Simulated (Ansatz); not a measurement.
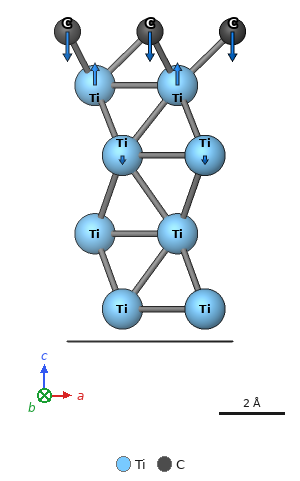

This is a constrained relaxation of a slab of composition Ti$_{4}$C (cut from the P6_3/mmc phase). The starting structure is drawn; blue arrows show the displacements, 2 times their true length.

The picture is a ball-and-stick view of the 2 × 2 repeat of the cell, outlined in the plane, without the vacuum, seen along the b axis.

Case: C put at a hollow Ti-Ti-Ti site. The slab is the (0 0 1) face of Ti with C on it. 2 atoms are held fixed.

The calculation used Ansatz 0.2.0, DFT r2SCAN, scalar-relativistic, plane waves, PAW. Set-up: plane-wave cutoff 500 eV; k-point mesh 12 × 12 × 1; occupations gaussian; smearing width 0.1 eV; no spin polarisation; dipole correction; atoms relaxed in a fixed cell; force threshold 0.03 eV/Å; at most 70 steps.

**What happened in the run?**

The C atom moves most: 0.47 Å along the normal (−c). By element the largest moves are C 0.47 Å, Ti 0.36 Å. The cell stays as it was. Among the contacts that change: C–Ti 2.372 → 1.887 Å, Ti–Ti 2.741 → 3.156 Å, Ti–Ti 2.949 → 2.828 Å. Bond angles that change, for instance: Ti–C–Ti 76.4° → 102.1°. Over 5 geometry steps the energy falls by 1.898 eV per cell of the calculation. The largest force component goes from 3.4 to 0.0084 eV/Å. The run took 3 min on 1 thread of Arm Neoverse V2, on a shared host, peak memory 0.89 GiB.

Limits of the set-up: the periodic images lie only 2.9 Å apart, so the values are limited by the cell's size.
